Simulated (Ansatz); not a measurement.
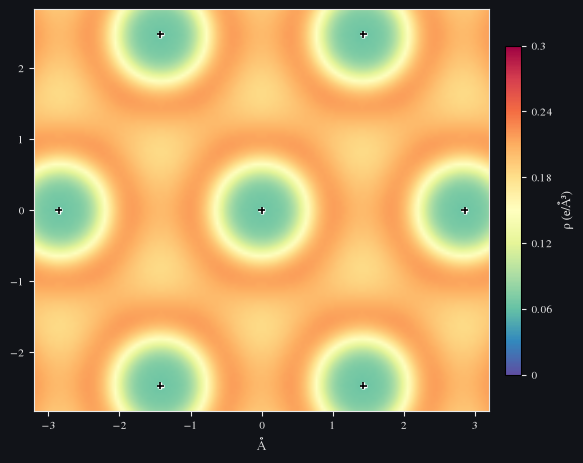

The valence electron density on a plane through atoms (crosses mark nuclei in the plane).

The calculation used Ansatz 0.2.0, DFT PBE, scalar-relativistic, plane waves, PAW.

Candidates:
A. Al, a = 4.04 Å, b = 4.04 Å, c = 4.04 Å, α = 90.00°, β = 90.00°, γ = 90.00°. Space group Fm-3m; computed without spin polarisation.
B. TaN, a = 4.42 Å, b = 4.42 Å, c = 4.42 Å, α = 90.00°, β = 90.00°, γ = 90.00°. Space group Fm-3m.
C. ZrN, a = 4.60 Å, b = 4.60 Å, c = 4.60 Å, α = 90.00°, β = 90.00°, γ = 90.00°. Space group Fm-3m; computed without spin polarisation.

### Which candidate gave the map?

Candidate A: Al on the (111) plane of the conventional cell, which holds Al. Al–Al (2.86 Å): ρ is about 0.2 e/Å³ halfway.
